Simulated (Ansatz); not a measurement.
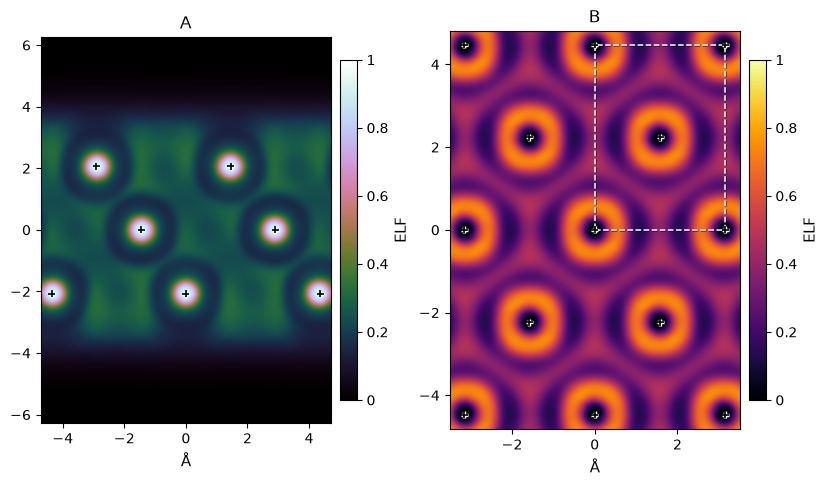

The electron localisation function of 2 systems, each on a plane through atoms (crosses mark nuclei in the plane).

These are results of Ansatz, DFT PBE+D3(BJ), scalar-relativistic, plane waves, PAW, not measurements.

System 1: W, the (011̄) plane of the conventional cell. Space group Im-3m.

```
W
1.0
     3.15937    0.00000    0.00000
     0.00000    3.15937    0.00000
     0.00000    0.00000    3.15937
W
2
Direct
  0.00000 0.00000 0.00000
  0.50000 0.50000 0.50000
```

System 2: Cu (slab), the (110) plane of the calculation cell, a cut from vacuum to vacuum. Computed without spin polarisation.

```yaml
crystal:
  lattice:
    - [5.03937, 0.00000, 0.00000]
    - [-2.51968, 4.36422, 0.00000]
    - [0.00000, 0.00000, 20.11463]
  atoms:
    - { symbol: Cu, position: [0.33333, 0.16667, 0.39772] }
    - { symbol: Cu, position: [0.33333, 0.66667, 0.39772] }
    - { symbol: Cu, position: [0.83333, 0.16667, 0.39772] }
    - { symbol: Cu, position: [0.83333, 0.66667, 0.39772] }
    - { symbol: Cu, position: [0.66667, 0.33333, 0.50072] }
    - { symbol: Cu, position: [0.66667, 0.83333, 0.50072] }
    - { symbol: Cu, position: [0.16667, 0.33333, 0.50072] }
    - { symbol: Cu, position: [0.16667, 0.83333, 0.50072] }
    - { symbol: Cu, position: [0.00000, 0.50000, 0.60372] }
    - { symbol: Cu, position: [0.00000, 0.00000, 0.60372] }
    - { symbol: Cu, position: [0.50000, 0.50000, 0.60372] }
    - { symbol: Cu, position: [0.50000, 0.00000, 0.60372] }
```

Q: Which map belongs to which system?

A: Panel A is system 2, Cu: the plane holds Cu. Cu–Cu (2.53 Å): the ELF is about 0.20 at the midpoint (no localised pair shows between them). Panel B is system 1, W: the plane holds W. W–W (2.74 Å): the ELF is about 0.35 at the midpoint.
